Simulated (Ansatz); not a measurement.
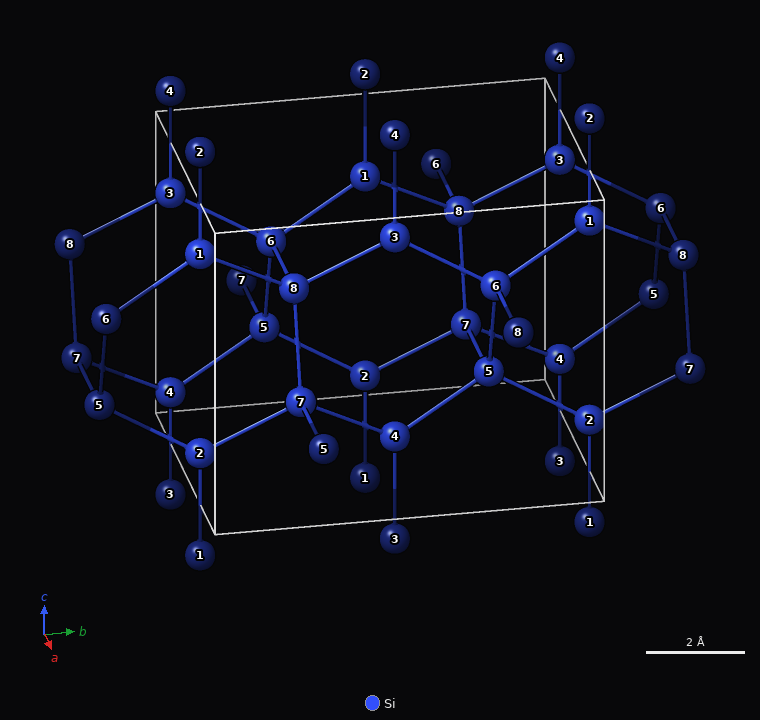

*The input geometry (ball-and-stick view of the cell 2 times as large as that of the calculation, set on its symmetry axes, seen at an oblique angle; neighbours outside the cell are drawn fainter; atoms are numbered from 1 in the order of the input).*

## Geometry relaxation of Si (part 1 of 2)

- system: Si (Cmme, 8 atoms in the cell)
- method: DFT, PBE, plane waves, PAW (Ansatz 0.2.0)

The structure was made by a generator, so it may or may not be a known phase. The run did not end well. Figures and captions count atoms from 1; the log counts them from 0 in places.

### Input
```yaml
crystal:
  lattice:
    - [3.0277407018, -4.0588489225, 0.0]
    - [3.0277407018, 4.0588489225, 0.0]
    - [0.0, 0.0, 6.7792440369]
  atoms:
    - { symbol: Si, position: [0.75, 0.75, 0.8303610743] }
    - { symbol: Si, position: [0.75, 0.75, 0.1696389257] }
    - { symbol: Si, position: [0.25, 0.25, 0.8303610743] }
    - { symbol: Si, position: [0.25, 0.25, 0.1696389257] }
    - { symbol: Si, position: [0.9426080735, 0.4426080735, 0.3343384089] }
    - { symbol: Si, position: [0.0573919265, 0.5573919265, 0.6656615911] }
    - { symbol: Si, position: [0.5573919265, 0.0573919265, 0.3343384089] }
    - { symbol: Si, position: [0.4426080735, 0.9426080735, 0.6656615911] }
  symmetry: { detect: false }
basis:
  ecutwfc: 420
kpoints:
  mp_grid: { grid: [8, 8, 6] }
hamiltonian:
  xc: pbe
scf:
  occupations: { method: gaussian, width: 0.1 }
  eigensolver: { kind: davidson }
output:
  forces: true
  eigenvalues: true
  stress: true
relax:
  adjacent_minimum: "off"
  f_tol: 0.01
  max_steps: 80
  cell: { stress_tol: 0.05 }
```

Launch command:
```bash
ansatz run input.yaml --threads 1 --pin off --max-ram 2560MiB --backend cpu --events-out ev --progress --plain --runs-dir out
```

### Log
```
the start keeps a symmetry that the run doesn't impose, so 8 atoms are moved at random by 1.00e-2 Å, to let the relaxation leave a saddle point. relax.escape_saddle: false keeps them in place
Engine: ansatz 0.2.0, x86_64-unknown-linux-gnu
Pseudopotentials: kind: paw
Pseudopotential: Si, paw, valence charge 4, recommended cutoff 420 eV (normal), Si.paw.azcp
Functional definition: PBE
  parameter kappa = 0.804
  parameter beta = 0.06672455060314922
  exchange = pbe_x(kappa = kappa, mu = beta*pi^2/3)
  correlation = pbe_c(beta = beta)
Crystal: 8 atoms, lattice volume = 166.622 Å³
Basis set: ecut = 420 eV, 3245 PW (Γ), exchange–correlation on 72×72×96 points (8 copies of the dense FFT grid, shifted against one another)
Bands: 24, of which v1, the nominal top of the filled ones, is band 16 counted from 1 (15 counted from 0)
Symmetry: 1 space group operations
k-points: 196 of 384 (time reversal used)
Non-local potential: Si, projectors of the file, l = 0: 2, l = 1: 2, l = 2: 2
PAW form: soft (Blöchl's): semilocal exchange-correlation on the pseudo side does not see the compensation charge
PAW one-centre angular grid: Si, 110 points (default); XC on 64 Gauss nodes
Initial density: superposition of atomic densities (neutral atoms: chi_scale 0, normalization atom), corrected by the library's trained network
Initial wavefunctions: pseudopotential atomic-orbital guess
Functional: x = pbe(κ = 0.804, μ = 0.2195149727645171), c = pbe(β = 0.06672455060314922)
SCF iter   1: F=—  HF=-5083.698462 eV  |F-HF|=—  |Δ(HF+E_count)|=         —  Δρ=2.13e-3  dr2=2.19e-2  ethr=1.77e-3  ⟨swp⟩=11.2  Hψ=27274  notcnv=0
preconditioner: auto → Kerker (q_TF=auto, 2.072 Å⁻¹)  [metal: Δε(μ)=0.033 eV  Ē_g=7.488 eV  σ=0.100 eV  W_gap=0.18  n_scr=22 (ndim 8)  ℏωp=16.3 eV  f_vac=0.000  D(μ)=2.57/eV (n_scr^D=16)]
SCF iter   2: F=—  HF=-5083.697536 eV  |F-HF|=—  |Δ(HF+E_count)|=   9.25e-4  Δρ=1.23e-3  dr2=7.00e-3  ethr=6.83e-5  ⟨swp⟩=3.5  Hψ=9163  notcnv=0  defer=10
iter 3 solved again at ethr=5.83e-7 eV; its pass at ethr=2.19e-5 eV (dr2=1.86e-4 eV) is discarded
SCF iter   3: F=—  HF=-5083.697318 eV  |F-HF|=—  |Δ(HF+E_count)|=   2.19e-4  Δρ=2.80e-4  dr2=2.27e-4  ethr=5.83e-7  ⟨swp⟩=4.2  Hψ=21147  notcnv=0  defer=4
eigensolver tolerance schedule calibrated: the retry pair's looser diagonalisation under-reported the residual by θ = 0.18 (0.11/decade); ethr = c·dr2/N_el runs at the constant in force after the calibration composes with the one it found (an armed cap, an earlier calibration), c = 7.9e-2
SCF iter   4: F=—  HF=-5083.697322 eV  |F-HF|=—  |Δ(HF+E_count)|=   4.62e-6  Δρ=8.78e-5  dr2=2.68e-5  ethr=5.60e-7  ⟨swp⟩=3.0  Hψ=9334  notcnv=0  defer=5
SCF iter   5: F=—  HF=-5083.697404 eV  |F-HF|=—  |Δ(HF+E_count)|=   8.15e-5  Δρ=2.78e-5  dr2=3.42e-6  ethr=6.62e-8  ⟨swp⟩=3.1  Hψ=8631  notcnv=0  defer=4
SCF iter   6: F=—  HF=-5083.697404 eV  |F-HF|=—  |Δ(HF+E_count)|=   5.34e-7  Δρ=6.02e-6  dr2=1.68e-7  ethr=8.44e-9  ⟨swp⟩=3.8  Hψ=10858  notcnv=0  defer=3
SCF iter   7: F=-5083.697405 eV  HF=-5083.697405 eV  |F-HF|=3.42e-8  |Δ(HF+E_count)|=   1.12e-7  Δρ=2.28e-6  dr2=5.66e-8  ethr=4.16e-10  ⟨swp⟩=3.4  Hψ=10168  notcnv=0  defer=1
SCF 1 converged in 7 iterations: F = -5083.697405 eV  dr2 = 5.66e-8
  Residual-converged pass: ⟨swp⟩=3.8  Hψ=11217  notcnv=0  max |occ|·‖R‖ = 6.6e-6 eV (tolerance 6.7e-6 eV)  dr2=5.85e-8  dr2_onsite=2.54e-10  max |Δocc| = 4.7e-8
  greatest PAW one-centre occupation: 0.645 electrons in one spin orbital (limit 2), on the Si atom at site 3 (counted from 0), in its partial waves of l = 0
relax step   1: F+E_penalty+E_count = -5083.69740456 eV  Δ(F+E_penalty+E_count) = +0.000e0 eV  max|allowed force component| = 2.561e-1 eV/Å  Δτ_max = 0.0000 Å  P = +0.134 GPa  Ω = 166.622 Å³  (7 SCF iters, dr2 threshold 1.00e-7 eV, accepted)
Crystal: 8 atoms, lattice volume = 167.029 Å³
Basis set: ecut = 420 eV, 3271 PW (Γ), exchange–correlation on 72×72×96 points (8 copies of the dense FFT grid, shifted against one another)
Initial density: handed on by an earlier stage of this run
Initial wavefunctions: those handed on with the density
iter 1 solved again at ethr=2.67e-6 eV; its pass at ethr=1.00e-1 eV (dr2=8.53e-4 eV) is discarded
SCF iter   1: F=—  HF=-5083.706385 eV  |F-HF|=—  |Δ(HF+E_count)|=         —  Δρ=7.28e-4  dr2=1.17e-3  ethr=2.67e-6  ⟨swp⟩=12.9  Hψ=32288  notcnv=29
preconditioner: auto → Kerker (q_TF=auto, 2.071 Å⁻¹)  [metal: Δε(μ)=0.021 eV  Ē_g=7.481 eV  σ=0.100 eV  W_gap=0.12  n_scr=24 (ndim 8)  ℏωp=16.3 eV  f_vac=0.000  D(μ)=2.67/eV (n_scr^D=16)]
SCF iter   2: F=—  HF=-5083.706212 eV  |F-HF|=—  |Δ(HF+E_count)|=   1.73e-4  Δρ=4.16e-4  dr2=3.80e-4  ethr=2.67e-6  ⟨swp⟩=2.0  Hψ=7919  notcnv=0  defer=1
iter 3 solved again at ethr=2.38e-8 eV; its pass at ethr=1.19e-6 eV (dr2=7.61e-6 eV) is discarded
SCF iter   3: F=—  HF=-5083.706241 eV  |F-HF|=—  |Δ(HF+E_count)|=   2.90e-5  Δρ=5.59e-5  dr2=8.14e-6  ethr=2.38e-8  ⟨swp⟩=3.8  Hψ=20454  notcnv=0
SCF iter   4: F=—  HF=-5083.706241 eV  |F-HF|=—  |Δ(HF+E_count)|=   2.24e-7  Δρ=1.82e-5  dr2=1.07e-6  ethr=2.38e-8  ⟨swp⟩=3.0  Hψ=9357  notcnv=0
SCF iter   5: F=-5083.706241 eV  HF=-5083.706241 eV  |F-HF|=1.08e-7  |Δ(HF+E_count)|=   2.37e-7  Δρ=6.13e-6  dr2=2.39e-7  ethr=3.34e-9  ⟨swp⟩=2.6  Hψ=8114  notcnv=0
SCF 2 converged in 5 iterations: F = -5083.706241 eV  dr2 = 2.39e-7
  Residual-converged pass: ⟨swp⟩=4.0  Hψ=11482  notcnv=0  max |occ|·‖R‖ = 1.9e-5 eV (tolerance 1.9e-5 eV)  dr2=2.51e-7  dr2_onsite=2.00e-9  max |Δocc| = 6.1e-9
relax step   2: F+E_penalty+E_count = -5083.70624130 eV  Δ(F+E_penalty+E_count) = -8.837e-3 eV  max|allowed force component| = 7.751e-2 eV/Å  Δτ_max = 0.0131 Å  P = +0.001 GPa  Ω = 167.029 Å³  energy of the carried Pulay correction = -5.068e-5 eV  (5 SCF iters, dr2 threshold 8.00e-7 eV, accepted)
Crystal: 8 atoms, lattice volume = 167.775 Å³
Basis set: ecut = 420 eV, 3311 PW (Γ), exchange–correlation on 72×72×96 points (8 copies of the dense FFT grid, shifted against one another)
iter 1 solved again at ethr=3.48e-5 eV; its pass at ethr=1.00e-1 eV (dr2=1.11e-2 eV) is discarded
SCF iter   1: F=—  HF=-5083.729761 eV  |F-HF|=—  |Δ(HF+E_count)|=         —  Δρ=2.09e-3  dr2=1.31e-2  ethr=3.48e-5  ⟨swp⟩=9.0  Hψ=29688  notcnv=17
preconditioner: auto → Kerker (q_TF=auto, 2.070 Å⁻¹)  [metal: Δε(μ)=0.013 eV  Ē_g=7.477 eV  σ=0.100 eV  W_gap=0.07  n_scr=24 (ndim 8)  ℏωp=16.2 eV  f_vac=0.000  D(μ)=2.55/eV (n_scr^D=16)]
SCF iter   2: F=—  HF=-5083.727643 eV  |F-HF|=—  |Δ(HF+E_count)|=   2.12e-3  Δρ=1.21e-3  dr2=4.28e-3  ethr=3.48e-5  ⟨swp⟩=2.0  Hψ=7930  notcnv=0  defer=8
iter 3 solved again at ethr=1.70e-7 eV; its pass at ethr=1.34e-5 eV (dr2=5.45e-5 eV) is discarded
SCF iter   3: F=—  HF=-5083.726931 eV  |F-HF|=—  |Δ(HF+E_count)|=   7.12e-4  Δρ=1.98e-4  dr2=7.04e-5  ethr=1.70e-7  ⟨swp⟩=4.6  Hψ=21449  notcnv=0  defer=2
eigensolver tolerance schedule calibrated: the retry pair's looser diagonalisation under-reported the residual by θ = 0.23 (0.12/decade); ethr = c·dr2/N_el runs at the constant in force after the calibration composes with the one it found (an armed cap, an earlier calibration), c = 7.1e-2
SCF iter   4: F=—  HF=-5083.726985 eV  |F-HF|=—  |Δ(HF+E_count)|=   5.38e-5  Δρ=6.76e-5  dr2=1.93e-5  ethr=1.55e-7  ⟨swp⟩=3.0  Hψ=10004  notcnv=0
SCF iter   5: F=—  HF=-5083.726981 eV  |F-HF|=—  |Δ(HF+E_count)|=   3.81e-6  Δρ=2.22e-5  dr2=2.20e-6  ethr=4.25e-8  ⟨swp⟩=3.0  Hψ=8285  notcnv=0
SCF iter   6: F=-5083.726981 eV  HF=-5083.726981 eV  |F-HF|=1.31e-8  |Δ(HF+E_count)|=   6.49e-9  Δρ=5.04e-6  dr2=7.36e-8  ethr=4.86e-9  ⟨swp⟩=4.0  Hψ=11489  notcnv=0
SCF 3 converged in 6 iterations: F = -5083.726981 eV  dr2 = 7.36e-8
  Residual-converged pass: ⟨swp⟩=3.7  Hψ=11302  notcnv=0  max |occ|·‖R‖ = 1.3e-5 eV (tolerance 1.3e-5 eV)  dr2=7.84e-8  dr2_onsite=9.01e-10  max |Δocc| = 1.4e-8
  greatest PAW one-centre occupation: 0.645 electrons in one spin orbital (limit 2), on the Si atom at site 1 (counted from 0), in its partial waves of l = 0
relax step   3: F+E_penalty+E_count = -5083.72698143 eV  Δ(F+E_penalty+E_count) = -2.074e-2 eV  max|allowed force component| = 3.979e-1 eV/Å  Δτ_max = 0.0325 Å  P = -0.130 GPa  Ω = 167.775 Å³  energy of the carried Pulay correction = -1.433e-4 eV  (6 SCF iters, dr2 threshold 3.76e-7 eV, accepted)
Crystal: 8 atoms, lattice volume = 169.501 Å³
Basis set: ecut = 420 eV, 3375 PW (Γ), exchange–correlation on 72×72×96 points (8 copies of the dense FFT grid, shifted against one another)
iter 1 solved again at ethr=8.73e-4 eV; its pass at ethr=1.00e-1 eV (dr2=2.79e-1 eV) is discarded
SCF iter   1: F=—  HF=-5084.735935 eV  |F-HF|=—  |Δ(HF+E_count)|=         —  Δρ=1.11e-2  dr2=3.62e-1  ethr=8.73e-4  ⟨swp⟩=7.1  Hψ=28800  notcnv=0
eigensolver tolerance schedule calibrated: the retry pair's looser diagonalisation under-reported the residual by θ = 0.23 (0.11/decade); ethr = c·dr2/N_el runs at the constant in force after the calibration composes with the one it found (an armed cap, an earlier calibration), c = 8.2e-2
preconditioner: auto → Kerker (q_TF=auto, 2.066 Å⁻¹)  [metal: Δε(μ)=0.112 eV  Ē_g=7.573 eV  σ=0.100 eV  W_gap=0.49  n_scr=24 (ndim 8)  ℏωp=16.1 eV  f_vac=0.000  D(μ)=0.77/eV (n_scr^D=0)]
SCF iter   2: F=—  HF=-5084.670763 eV  |F-HF|=—  |Δ(HF+E_count)|=   6.52e-2  Δρ=6.54e-3  dr2=1.29e-1  ethr=8.73e-4  ⟨swp⟩=2.0  Hψ=7968  notcnv=0
iter 3 solved again at ethr=6.35e-6 eV; its pass at ethr=3.32e-4 eV (dr2=2.47e-3 eV) is discarded
SCF iter   3: F=—  HF=-5084.644368 eV  |F-HF|=—  |Δ(HF+E_count)|=   2.64e-2  Δρ=1.16e-3  dr2=2.53e-3  ethr=6.35e-6  ⟨swp⟩=4.1  Hψ=23231  notcnv=0
SCF iter   4: F=—  HF=-5084.645029 eV  |F-HF|=—  |Δ(HF+E_count)|=   6.62e-4  Δρ=4.72e-4  dr2=8.39e-4  ethr=6.35e-6  ⟨swp⟩=3.1  Hψ=10279  notcnv=0
SCF iter   5: F=—  HF=-5084.644858 eV  |F-HF|=—  |Δ(HF+E_count)|=   1.72e-4  Δρ=1.76e-4  dr2=1.08e-4  ethr=2.16e-6  ⟨swp⟩=3.0  Hψ=8115  notcnv=0
SCF iter   6: F=—  HF=-5084.644837 eV  |F-HF|=—  |Δ(HF+E_count)|=   2.01e-5  Δρ=4.68e-5  dr2=6.58e-6  ethr=2.78e-7  ⟨swp⟩=4.0  Hψ=11411  notcnv=0
SCF iter   7: F=-5084.644837 eV  HF=-5084.644837 eV  |F-HF|=3.91e-8  |Δ(HF+E_count)|=   4.43e-7  Δρ=1.19e-5  dr2=4.37e-7  ethr=1.69e-8  ⟨swp⟩=3.0  Hψ=9913  notcnv=0
the search or the solves at the SCF's close seem to have found levels that the self-consistency loop had missed (the run counts 1). By its estimate they hold under 1e-12 electrons; where the run keeps them, the occupations were computed again with them
SCF 4 converged in 7 iterations: F = -5084.644837 eV  dr2 = 4.37e-7
  Residual-converged pass: ⟨swp⟩=4.0  Hψ=12060  notcnv=0  max |occ|·‖R‖ = 1.8e-5 eV (tolerance 1.9e-5 eV)  dr2=4.04e-7  dr2_onsite=9.52e-9  max |Δocc| = 1.8e-8
  greatest PAW one-centre occupation: 0.639 electrons in one spin orbital (limit 2), on the Si atom at site 6 (counted from 0), in its partial waves of l = 0
relax step   4: F+E_penalty+E_count = -5084.64483697 eV  Δ(F+E_penalty+E_count) = -9.179e-1 eV  max|allowed force component| = 1.559e0 eV/Å  Δτ_max = 0.2000 Å  P = -0.206 GPa  Ω = 169.501 Å³  energy of the carried Pulay correction = -3.559e-4 eV  (7 SCF iters, dr2 threshold 8.00e-7 eV, accepted)
Crystal: 8 atoms, lattice volume = 171.337 Å³
Basis set: ecut = 420 eV, 3385 PW (Γ), exchange–correlation on 72×72×96 points (8 copies of the dense FFT grid, shifted against one another)
iter 1 solved again at ethr=2.83e-4 eV; its pass at ethr=1.00e-1 eV (dr2=9.04e-2 eV) is discarded
SCF iter   1: F=—  HF=-5085.532830 eV  |F-HF|=—  |Δ(HF+E_count)|=         —  Δρ=9.26e-3  dr2=1.33e-1  ethr=2.83e-4  ⟨swp⟩=12.9  Hψ=33394  notcnv=28
eigensolver tolerance schedule calibrated: the retry pair's looser diagonalisation under-reported the residual by θ = 0.32 (0.13/decade); ethr = c·dr2/N_el runs at the constant in force after the calibration composes with the one it found (an armed cap, an earlier calibration), c = 6.3e-2
preconditioner: auto → Resta (q_TF=auto, 2.063 Å⁻¹)  ε∞=5.4  [insulator: Δε(μ)=0.336 eV  Ē_g=7.680 eV  σ=0.100 eV  W_gap=0.98  n_scr=24 (ndim 8)  ℏωp=16.0 eV  f_vac=0.000  D(μ)=0.00/eV (n_scr^D=0)  ε∞_Penn≈5.4]
SCF iter   2: F=—  HF=-5085.519953 eV  |F-HF|=—  |Δ(HF+E_count)|=   1.29e-2  Δρ=5.15e-3  dr2=3.73e-2  ethr=2.63e-4  ⟨swp⟩=2.2  Hψ=8019  notcnv=0  defer=12
iter 3 solved again at ethr=1.86e-6 eV; its pass at ethr=7.36e-5 eV (dr2=9.41e-4 eV) is discarded
SCF iter   3: F=—  HF=-5085.520744 eV  |F-HF|=—  |Δ(HF+E_count)|=   7.91e-4  Δρ=6.18e-4  dr2=9.74e-4  ethr=1.86e-6  ⟨swp⟩=3.5  Hψ=21240  notcnv=0  defer=1
SCF iter   4: F=—  HF=-5085.520833 eV  |F-HF|=—  |Δ(HF+E_count)|=   8.94e-5  Δρ=1.58e-4  dr2=6.98e-5  ethr=1.86e-6  ⟨swp⟩=3.1  Hψ=10461  notcnv=0  defer=1
SCF iter   5: F=—  HF=-5085.520757 eV  |F-HF|=—  |Δ(HF+E_count)|=   7.62e-5  Δρ=4.86e-5  dr2=6.43e-6  ethr=1.38e-7  ⟨swp⟩=3.0  Hψ=9737  notcnv=0  defer=1
SCF iter   6: F=—  HF=-5085.520766 eV  |F-HF|=—  |Δ(HF+E_count)|=   9.06e-6  Δρ=1.66e-5  dr2=1.01e-6  ethr=1.27e-8  ⟨swp⟩=3.9  Hψ=11397  notcnv=0  defer=1
SCF iter   7: F=-5085.520766 eV  HF=-5085.520766 eV  |F-HF|=5.35e-9  |Δ(HF+E_count)|=   4.27e-8  Δρ=2.50e-6  dr2=2.55e-8  ethr=2.00e-9  ⟨swp⟩=3.4  Hψ=10428  notcnv=0  defer=1
SCF 5 converged in 7 iterations: F = -5085.520766 eV  dr2 = 2.55e-8
  Residual-converged pass: ⟨swp⟩=3.6  Hψ=11075  notcnv=0  max |occ|·‖R‖ = 1.9e-5 eV (tolerance 1.9e-5 eV)  dr2=3.39e-8  dr2_onsite=5.22e-10  max |Δocc| = 4.6e-8
  greatest PAW one-centre occupation: 0.637 electrons in one spin orbital (limit 2), on the Si atom at site 6 (counted from 0), in its partial waves of l = 0
relax step   5: F+E_penalty+E_count = -5085.52076604 eV  Δ(F+E_penalty+E_count) = -8.759e-1 eV  max|allowed force component| = 4.470e-1 eV/Å  Δτ_max = 0.1949 Å  P = +0.414 GPa  Ω = 171.337 Å³  energy of the carried Pulay correction = -5.797e-4 eV  (7 SCF iters, dr2 threshold 8.00e-7 eV, accepted)
Crystal: 8 atoms, lattice volume = 173.355 Å³
Basis set: ecut = 420 eV, 3371 PW (Γ), exchange–correlation on 72×72×96 points (8 copies of the dense FFT grid, shifted against one another)
iter 1 solved again at ethr=7.20e-5 eV; its pass at ethr=1.00e-1 eV (dr2=2.31e-2 eV) is discarded
```
